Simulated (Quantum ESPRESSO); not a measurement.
# Co(0001), 5 layers against a metal electrode, stepped through the charge of the slab, part 3 of 4

What law, if any, do the results for Co(0001), 5 layers against a metal electrode follow against the charge of the slab?

Quantum ESPRESSO 7.5; plane-wave DFT, PBE, GBRV ultrasoft pseudopotentials.

So far. Step 2 (Variable-cell relaxation of the reference):  The last row is no step: it is a fresh SCF in the final cell with a new plane-wave basis, +2 meV from the row before. Step 3 (Relaxing the ions of the reference): The relaxation lowers the energy by 3 meV an atom. On the free atoms the largest force ends at 0.020 eV/Å.

## (4) Ground state, 0 ×10¹³ e/cm²

A run under open boundaries on these atoms gives the vacuum levels.

Input file m2.esm.in:

```
&control
  prefix = 'm2.esm'
  outdir = './out'
  pseudo_dir = './pseudo'
  calculation = 'scf'
  tprnfor = .true.
/
&system
  ibrav = 0
  nat = 5
  ntyp = 1
  ecutwfc = 40
  ecutrho = 200
  occupations = 'smearing'
  smearing = 'mv'
  degauss = 0.02
  assume_isolated = 'esm'
  esm_bc = 'bc3'
  tot_charge = 0.0
  nspin = 2
  starting_magnetization(1) = 0.28
/
&electrons
  conv_thr = 1e-08
  mixing_beta = 0.25
  electron_maxstep = 160
  mixing_mode = 'local-TF'
  mixing_ndim = 12
/
ATOMIC_SPECIES
  Co  58.9332  co_pbe_v1.2.uspp.F.UPF
CELL_PARAMETERS angstrom
  2.49074828400000 0.00000000000000 0.00000000000000
  1.24537414200000 2.15705128837650 0.00000000000000
  0.00000000000000 0.00000000000000 22.92105502787525
ATOMIC_POSITIONS crystal
  Co  0.000000000000 0.000000000000 -0.109470599976
  Co  0.666666666700 0.666666666700 -0.023681519376
  Co  0.000000000000 0.000000000000 0.065442013824
  Co  0.666666666700 0.666666666700 0.154565547024
  Co  0.000000000000 0.000000000000 0.240354627624
K_POINTS automatic
  12 12 1 0 0 0
```

Command:

```bash
> OMP_NUM_THREADS=1 mpirun -n 4 pw.x -nk 4 -in m2.esm.in > m2.esm.out
```

What it wrote:

```text
[banner, memory and clock lines left out]
Program PWSCF v.7.5 starts
[citation notice left out]

[...]
Message from routine setup:
[...]
bravais-lattice index     =            0
     lattice parameter (alat)  =       4.7068  a.u.
     unit-cell volume          =     831.0392 (a.u.)^3
     number of atoms/cell      =            5
     number of atomic types    =            1
     number of electrons       =        85.00
     number of Kohn-Sham states=           52
     kinetic-energy cutoff     =      40.0000  Ry
     charge density cutoff     =     200.0000  Ry
     scf convergence threshold =      1.0E-08
     mixing beta               =       0.2500
     number of iterations used =           12  local-TF  mixing
     Exchange-correlation= SLA  PW   PBE  PBE
                           (   1   4   3   4   0   0   0)

     Effective Screening Medium Method
     Boundary Conditions: Vacuum-Slab-Metal
     total charge in unit cell        =   0.0000
     grid points for fit at edges     =        4

[...]
PseudoPot. # 1 for Co read from file:
     ./pseudo/co_pbe_v1.2.uspp.F.UPF
     Pseudo is Ultrasoft + core correction, Zval = 17.0
     Generated by new atomic code, or converted to UPF format
     Using radial grid of  863 points,  6 beta functions with:
                l(1) =   0
                l(2) =   0
                l(3) =   1
                l(4) =   1
                l(5) =   2
                l(6) =   2
     Q(r) pseudized with  8 coefficients,  rinner =    1.200   1.200   1.200
                                                       1.200   1.200

     atomic species   valence    mass     pseudopotential
     Co               17.00    58.93320     Co( 1.00)

     Starting magnetic structure
     atomic species   magnetization
     Co              0.280

      6 Sym. Ops. (no inversion) found

[...]
number of k points=    19  Marzari-Vanderbilt smearing, width (Ry)=  0.0200
[...]
Dense  grid:    39819 G-vectors     FFT dimensions: (  24,  24, 200)

     Smooth grid:    28579 G-vectors     FFT dimensions: (  20,  20, 180)

     Check: negative core charge=   -0.000033
     Generating pointlists ...
     new r_m :   0.4034 (alat units)  1.8990 (a.u.) for type    1

     Initial potential from superposition of free atoms

     starting charge      80.0000, renormalised to      85.0000

     negative rho (up, down):  5.955E-05 3.350E-05
     Starting wfcs are   65 randomized atomic wfcs

     per-process dynamical memory:    71.6 Mb

     Self-consistent Calculation

     iteration #  1     ecut=    40.00 Ry     beta= 0.25
     Davidson diagonalization with overlap
     ethr =  1.00E-02,  avg # of iterations =  7.3

     negative rho (up, down):  2.796E-02 1.911E-02

     total energy              =   -1493.55047993 Ry
     estimated scf accuracy    <      45.49118066 Ry

     total magnetization       =    10.09 Bohr mag/cell
     absolute magnetization    =    11.11 Bohr mag/cell

     iteration #  2     ecut=    40.00 Ry     beta= 0.25
[...]
negative rho (up, down):  4.162E-02 2.762E-02

[...]
total energy              =   -1491.40197527 Ry
     estimated scf accuracy    <      32.13109501 Ry

     total magnetization       =    11.83 Bohr mag/cell
     absolute magnetization    =    12.61 Bohr mag/cell

     iteration #  3     ecut=    40.00 Ry     beta= 0.25
[...]
negative rho (up, down):  5.033E-02 4.436E-02

[...]
total energy              =   -1489.57183712 Ry
     estimated scf accuracy    <      12.54993103 Ry

     total magnetization       =    11.88 Bohr mag/cell
     absolute magnetization    =    12.73 Bohr mag/cell

     iteration #  4     ecut=    40.00 Ry     beta= 0.25
[...]
negative rho (up, down):  4.629E-02 4.149E-02

[...]
total energy              =   -1491.84356467 Ry
     estimated scf accuracy    <       2.18081151 Ry

     total magnetization       =     8.93 Bohr mag/cell
     absolute magnetization    =     9.04 Bohr mag/cell

     iteration #  5     ecut=    40.00 Ry     beta= 0.25
[...]
negative rho (up, down):  3.599E-02 4.227E-02

[...]
total energy              =   -1492.02721390 Ry
     estimated scf accuracy    <       0.92674114 Ry

     total magnetization       =     9.02 Bohr mag/cell
     absolute magnetization    =     9.97 Bohr mag/cell

     iteration #  6     ecut=    40.00 Ry     beta= 0.25
[...]
c_bands:  1 eigenvalues not converged
[...]
negative rho (up, down):  3.622E-02 4.178E-02

[...]
total energy              =   -1492.19295387 Ry
     estimated scf accuracy    <       2.31322431 Ry

     total magnetization       =     9.47 Bohr mag/cell
     absolute magnetization    =    10.59 Bohr mag/cell

[...]
iteration # 53     ecut=    40.00 Ry     beta= 0.25
[...]
negative rho (up, down):  2.858E-05 1.704E-05

[...]
total energy              =   -1492.33880846 Ry
     estimated scf accuracy    <       0.00000012 Ry

     total magnetization       =     8.69 Bohr mag/cell
     absolute magnetization    =     9.56 Bohr mag/cell

     iteration # 54     ecut=    40.00 Ry     beta= 0.25
[...]
negative rho (up, down):  2.650E-05 1.287E-05

[...]
total energy              =   -1492.33885748 Ry
     estimated scf accuracy    <       0.00000008 Ry

     total magnetization       =     8.69 Bohr mag/cell
     absolute magnetization    =     9.56 Bohr mag/cell

     iteration # 55     ecut=    40.00 Ry     beta= 0.25
[...]
negative rho (up, down):  2.560E-05 9.447E-06

[...]
total energy              =   -1492.33891701 Ry
     estimated scf accuracy    <       0.00000004 Ry

     total magnetization       =     8.69 Bohr mag/cell
     absolute magnetization    =     9.56 Bohr mag/cell

     iteration # 56     ecut=    40.00 Ry     beta= 0.25
[...]
negative rho (up, down):  2.275E-05 8.586E-06

     Magnetic moment per site  (integrated on atomic sphere of radius R)
     atom   1 (R=0.403)  charge= 15.4174  magn=  1.8497
     atom   2 (R=0.403)  charge= 15.4936  magn=  1.7924
     atom   3 (R=0.403)  charge= 15.4727  magn=  1.7789
     atom   4 (R=0.403)  charge= 15.4937  magn=  1.7924
     atom   5 (R=0.403)  charge= 15.4173  magn=  1.8498

[...]
End of self-consistent calculation

 ------ SPIN UP ------------

          k = 0.0000 0.0000 0.0000 (  3579 PWs)   bands (ev):

  -101.3210-101.3127-101.2763-101.2134-101.2133 -64.7028 -64.6517 -64.5446
   -64.4584 -64.4161 -64.4158 -64.4158 -64.4100 -64.4100 -64.3722 -64.3722
   -64.2888 -64.2888 -64.2887 -64.2887 -13.7662 -12.8999 -11.5565 -10.5657
   -10.3146  -8.0236  -7.9387  -7.8136  -7.8132  -7.8132  -7.7990  -7.7990
    -7.6820  -7.6820  -7.5456  -7.5456  -7.4383  -7.4383  -7.3385  -6.9323
    -6.9323  -6.6423  -6.6423  -6.2971  -6.2971  -6.0654  -6.0654  -6.0089
    -6.0089  -5.6233  -4.9159  -0.9325

          k = 0.0000 0.0962 0.0000 (  3577 PWs)   bands (ev):

  -101.3182-101.3102-101.2743-101.2113-101.2112 -64.6967 -64.6480 -64.5461
   -64.4638 -64.4291 -64.4225 -64.4203 -64.4189 -64.4140 -64.3855 -64.3756
   -64.3038 -64.3035 -64.2924 -64.2923 -13.5258 -12.6695 -11.3410 -10.3713
   -10.1543  -8.1458  -8.0063  -7.9768  -7.9230  -7.7620  -7.7172  -7.7084
    -7.7036  -7.6995  -7.5845  -7.4850  -7.4661  -7.3561  -7.3386  -7.0102
    -6.9710  -6.7643  -6.6680  -6.4992  -6.3699  -6.3104  -6.0585  -5.9864
    -5.9767  -4.9403  -4.1349  -0.7124

[...]
the Fermi energy is    -4.9826 ev

!    total energy              =   -1492.33890289 Ry
     estimated scf accuracy    <          3.9E-09 Ry
     smearing contrib. (-TS)   =       0.00238909 Ry
     internal energy E=F+TS    =   -1492.34129199 Ry

     The total energy is F=E-TS. E is the sum of the following terms:
     one-electron contribution = -149378.75921743 Ry
     hartree contribution      =   74671.04657369 Ry
     xc contribution           =    -163.29607615 Ry
     ewald contribution        =   73378.66742791 Ry

     total magnetization       =     8.69 Bohr mag/cell
     absolute magnetization    =     9.56 Bohr mag/cell

     convergence has been achieved in  56 iterations

     negative rho (up, down):  2.275E-05 8.586E-06

     Forces acting on atoms (cartesian axes, Ry/au):

     atom    1 type  1   force =     0.00000000    0.00000000    0.00085658
     atom    2 type  1   force =     0.00000000    0.00000000    0.00073871
     atom    3 type  1   force =     0.00000000    0.00000000   -0.00001585
     atom    4 type  1   force =     0.00000000    0.00000000   -0.00061004
     atom    5 type  1   force =     0.00000000    0.00000000   -0.00078132

     Total force =     0.001504     Total SCF correction =     0.000260
     SCF correction compared to forces is large: reduce conv_thr to get better values

[...]
```

Run time: 2.7 min. Hardware: 4 MPI ranks of Arm Neoverse V1, shared host; peak memory 0.55 GiB; 11 min of CPU time.

This step gave:

```
Fermi energy                                                   : -4.983 eV
vacuum line at the lower end of the cell, over the Fermi level : 4.984 eV
slope of the potential above                                   : 1.89e-4 eV/Å
vacuum line at the upper end of the cell, over the Fermi level : 4.983 eV
```

The potential energy, planar mean oscillates, so the rows of the table below give means over windows of 2.06 Å about each position, cut where the curve ends. Its maxima inside the range that stand out by 2 % of the span (Å: eV): -1.5: -1.38, 0.5: -0.723, 2.5: -0.712, 4.6: -1.44. Its minima: -2.5: -27.1, -0.6: -27.1, 1.5: -27.1, 3.5: -27.2, 5.5: -27.1.

Electrostatic potential energy of an electron; zero at the Fermi level. Potential energy, planar mean against z; means over each step:

```csv
z (Å),"potential energy, planar mean (eV)"
-10.43,4.98
-8.37,4.98
-6.31,4.97
-4.25,3.41
-2.19,-12.1
-0.13,-11.9
1.93,-11.8
3.99,-12.4
6.05,-9.78
8.11,4.80
10.17,4.98
```

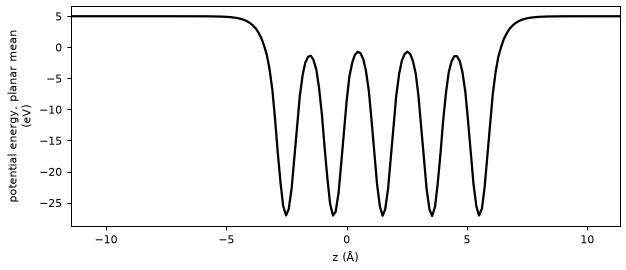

Potential energy, planar mean against z.

Inside the slab this potential holds the local part of the pseudopotentials, which can be repulsive at the nuclei; only its value in the vacuum has a meaning of its own.

## (5) Ground state, 1 ×10¹³ e/cm²

m3.esm.in, as its differences from the input of step 4:

```diff
@@ -1,3 +1,3 @@
 &control
-  prefix = 'm2.esm'
+  prefix = 'm3.esm'
   outdir = './out'
@@ -18,3 +18,3 @@
   esm_bc = 'bc3'
-  tot_charge = 0.0
+  tot_charge = 0.00546
   nspin = 2
@@ -28,2 +28,3 @@
   mixing_ndim = 12
+  startingpot = 'file'
 /
```

Command:

```bash
> cp -r out/m2.esm.save out/m3.esm.save
> OMP_NUM_THREADS=1 mpirun -n 4 pw.x -nk 4 -in m3.esm.in > m3.esm.out
```

What it wrote:

```text
[banner, memory and clock lines left out]
Program PWSCF v.7.5 starts
[...]
Message from routine setup:
[...]
number of electrons       =        84.99
     number of Kohn-Sham states=           51
     kinetic-energy cutoff     =      40.0000  Ry
     charge density cutoff     =     200.0000  Ry
[...]
number of k points=    19  Marzari-Vanderbilt smearing, width (Ry)=  0.0200
[...]
Dense  grid:    39819 G-vectors     FFT dimensions: (  24,  24, 200)
[...]
The initial density is read from file :
[...]
negative rho (up, down):  2.275E-05 8.585E-06
     Starting wfcs are   65 randomized atomic wfcs
[...]
negative rho (up, down):  1.323E-05 3.161E-06
[...]
estimated scf accuracy    <       1.79166714 Ry
     total magnetization       =     8.64 Bohr mag/cell
     absolute magnetization    =     9.50 Bohr mag/cell
[...]
negative rho (up, down):  2.060E-05 8.070E-06
[...]
estimated scf accuracy    <       0.03815738 Ry
     total magnetization       =     8.68 Bohr mag/cell
     absolute magnetization    =     9.54 Bohr mag/cell
[...]
negative rho (up, down):  3.505E-05 1.998E-05
[...]
estimated scf accuracy    <       0.03493433 Ry
     total magnetization       =     8.68 Bohr mag/cell
     absolute magnetization    =     9.55 Bohr mag/cell
[...]
negative rho (up, down):  6.060E-05 4.033E-05
[...]
estimated scf accuracy    <       0.01651273 Ry
     total magnetization       =     8.68 Bohr mag/cell
     absolute magnetization    =     9.55 Bohr mag/cell
[...]
negative rho (up, down):  2.648E-05 1.541E-05
[...]
estimated scf accuracy    <       0.00086818 Ry
     total magnetization       =     8.69 Bohr mag/cell
     absolute magnetization    =     9.56 Bohr mag/cell
[...]
negative rho (up, down):  7.021E-06 1.300E-06
[...]
estimated scf accuracy    <       0.00467412 Ry
     total magnetization       =     8.69 Bohr mag/cell
     absolute magnetization    =     9.56 Bohr mag/cell
[...]
negative rho (up, down):  1.461E-07 2.672E-09
[...]
estimated scf accuracy    <       0.00236025 Ry
     total magnetization       =     8.68 Bohr mag/cell
     absolute magnetization    =     9.56 Bohr mag/cell
[...]
negative rho (up, down):  1.083E-07 1.553E-09
[...]
estimated scf accuracy    <       0.00061475 Ry
     total magnetization       =     8.68 Bohr mag/cell
     absolute magnetization    =     9.56 Bohr mag/cell
[...]
negative rho (up, down):  4.638E-08 1.390E-08
[...]
estimated scf accuracy    <       0.00043453 Ry
     total magnetization       =     8.68 Bohr mag/cell
     absolute magnetization    =     9.56 Bohr mag/cell
[...]
negative rho (up, down):  1.045E-07 5.976E-08
[...]
estimated scf accuracy    <       0.00029449 Ry
     total magnetization       =     8.68 Bohr mag/cell
     absolute magnetization    =     9.56 Bohr mag/cell
[...]
negative rho (up, down):  7.176E-08 4.068E-08
[...]
estimated scf accuracy    <       0.00001657 Ry
     total magnetization       =     8.69 Bohr mag/cell
     absolute magnetization    =     9.56 Bohr mag/cell
[...]
negative rho (up, down):  4.740E-08 1.412E-08
[...]
estimated scf accuracy    <       0.00004566 Ry
     total magnetization       =     8.69 Bohr mag/cell
     absolute magnetization    =     9.56 Bohr mag/cell
[...]
negative rho (up, down):  1.551E-07 6.628E-09
[...]
estimated scf accuracy    <       0.00002528 Ry
     total magnetization       =     8.69 Bohr mag/cell
     absolute magnetization    =     9.56 Bohr mag/cell
[...]
negative rho (up, down):  2.863E-07 1.405E-08
[...]
estimated scf accuracy    <       0.00022690 Ry
     total magnetization       =     8.69 Bohr mag/cell
     absolute magnetization    =     9.56 Bohr mag/cell
[...]
negative rho (up, down):  1.428E-06 1.867E-07
[...]
estimated scf accuracy    <       0.00008099 Ry
     total magnetization       =     8.69 Bohr mag/cell
     absolute magnetization    =     9.56 Bohr mag/cell
[...]
negative rho (up, down):  4.445E-06 6.148E-07
[...]
estimated scf accuracy    <       0.00000827 Ry
     total magnetization       =     8.69 Bohr mag/cell
     absolute magnetization    =     9.56 Bohr mag/cell
[...]
negative rho (up, down):  1.367E-05 2.993E-06
[...]
estimated scf accuracy    <       0.00000799 Ry
     total magnetization       =     8.69 Bohr mag/cell
     absolute magnetization    =     9.56 Bohr mag/cell
[...]
negative rho (up, down):  1.771E-05 4.932E-06
[...]
estimated scf accuracy    <       0.00000153 Ry
     total magnetization       =     8.69 Bohr mag/cell
     absolute magnetization    =     9.56 Bohr mag/cell
[...]
negative rho (up, down):  1.521E-05 3.761E-06
[...]
estimated scf accuracy    <       0.00000040 Ry
     total magnetization       =     8.69 Bohr mag/cell
     absolute magnetization    =     9.56 Bohr mag/cell
[...]
negative rho (up, down):  1.938E-05 6.297E-06
[...]
estimated scf accuracy    <       0.00000050 Ry
     total magnetization       =     8.69 Bohr mag/cell
     absolute magnetization    =     9.56 Bohr mag/cell
[...]
negative rho (up, down):  2.035E-05 6.874E-06
[...]
estimated scf accuracy    <       0.00000050 Ry
     total magnetization       =     8.69 Bohr mag/cell
     absolute magnetization    =     9.56 Bohr mag/cell
[...]
negative rho (up, down):  2.093E-05 7.118E-06
[...]
estimated scf accuracy    <       0.00000025 Ry
     total magnetization       =     8.69 Bohr mag/cell
     absolute magnetization    =     9.56 Bohr mag/cell
[...]
negative rho (up, down):  2.231E-05 8.085E-06
[...]
estimated scf accuracy    <       0.00000002 Ry
     total magnetization       =     8.69 Bohr mag/cell
     absolute magnetization    =     9.56 Bohr mag/cell
[...]
negative rho (up, down):  2.236E-05 8.122E-06
[...]
estimated scf accuracy    <       0.00000002 Ry
     total magnetization       =     8.69 Bohr mag/cell
     absolute magnetization    =     9.56 Bohr mag/cell
[...]
negative rho (up, down):  2.359E-05 9.133E-06
[...]
the Fermi energy is    -5.7631 ev
!    total energy              =   -1492.33666882 Ry
     estimated scf accuracy    <          4.5E-09 Ry
     smearing contrib. (-TS)   =       0.00240855 Ry
     internal energy E=F+TS    =   -1492.33907737 Ry
[...]
one-electron contribution = -149373.89652483 Ry
     hartree contribution      =   74666.18447048 Ry
     xc contribution           =    -163.29445093 Ry
     ewald contribution        =   73378.66742791 Ry
     total magnetization       =     8.69 Bohr mag/cell
     absolute magnetization    =     9.56 Bohr mag/cell
     convergence has been achieved in  25 iterations
     negative rho (up, down):  2.359E-05 9.133E-06
[...]
Total force =     0.001635     Total SCF correction =     0.000521
[...]
```

Elapsed: 88 s, on 4 MPI ranks; peak memory 0.54 GiB; 5.9 min of CPU time.

Numbers from this step:

```
Fermi energy                                                   : -5.763 eV
site moments                                                   : 1.850, 1.792, 1.779, 1.793, 1.85 μB
vacuum line at the lower end of the cell, over the Fermi level : 4.987 eV
slope of the potential above                                   : 0.1831 eV/Å
vacuum line at the upper end of the cell, over the Fermi level : 5.763 eV
```

Inside the slab this potential holds the local part of the pseudopotentials, which can be repulsive at the nuclei; only its value in the vacuum has a meaning of its own.

(Continued in part 4 of 4.)

[Logs are printed without paths, hosts, clocks, repeated set-up lines and the standing remarks that a program may print on its own settings, such as how far it seeks lower states.]

[Hosts, paths, dates, database ids (printed as entryN), source tags and the programs' standing remarks are cut or masked in the printed files.]

[Maps of the electrostatic potential energy from Ansatz leave out the sawtooth potential of an applied field or a dipole correction, so their vacuum need not be flat; planar profiles and work functions include it.]
